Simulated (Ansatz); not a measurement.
# Si₅₄C (cell charge +1, with a compensating background) (cell with a defect): what the fields show

Si₅₄C (cell charge +1, with a compensating background) (cell with a defect), 55 atoms, a = 11.60 Å, b = 11.60 Å, c = 11.60 Å, α = 60.00°, β = 60.00°, γ = 60.00°.

Spin-polarised.

These are results of DFT PBE, scalar-relativistic, plane waves, PAW (Ansatz 0.2.0), not measurements.

In a PAW calculation such maps are meaningful between the atoms, not at the nuclei.

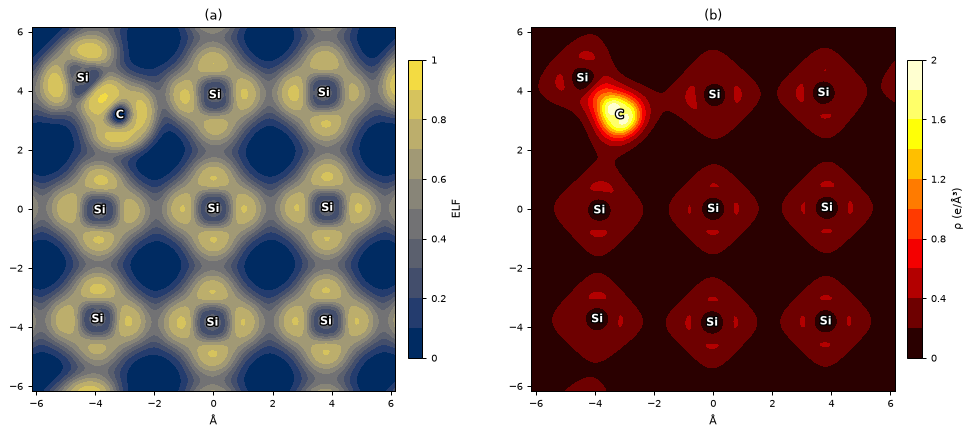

Figure 1. (a) ELF; (b) valence charge density (pseudo) on the (011) plane of the calculation cell.

Question: What do the fields say about this system?

Answer:
- Atoms in the plane: Si and C.
- Si–C (1.77 Å): the density is about 1 e/Å³ at the midpoint; the ELF peaks at about 0.90 between the atoms.
- Between the atoms the lowest density in this plane is 0.02 e/Å³.

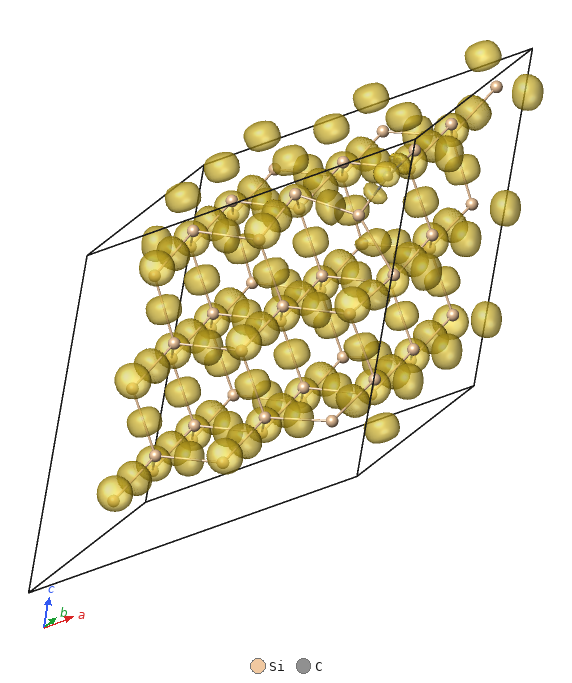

Figure 2. Isosurface of the ELF at 0.85 (yellow), seen slightly off an axis. Only the valence region is drawn (cores and ρ < 0.01 e/Å³ removed). Sticks mark near contacts.

Question: Where are the electrons localised?

Answer: The ELF exceeds this value in three regions between bonded C–Si atoms and 106 regions between bonded Si–Si atoms, counted in one cell of 55 atoms. Any copies at cell faces, edges or corners count once. Along the contacts the grid gives the following. Si–Si (2.29 Å): the ELF peaks at about 0.95 between the atoms.

Question: Metal or insulator at this level of theory?

Answer: It is metallic or semimetallic at this level of theory: no gap opens.
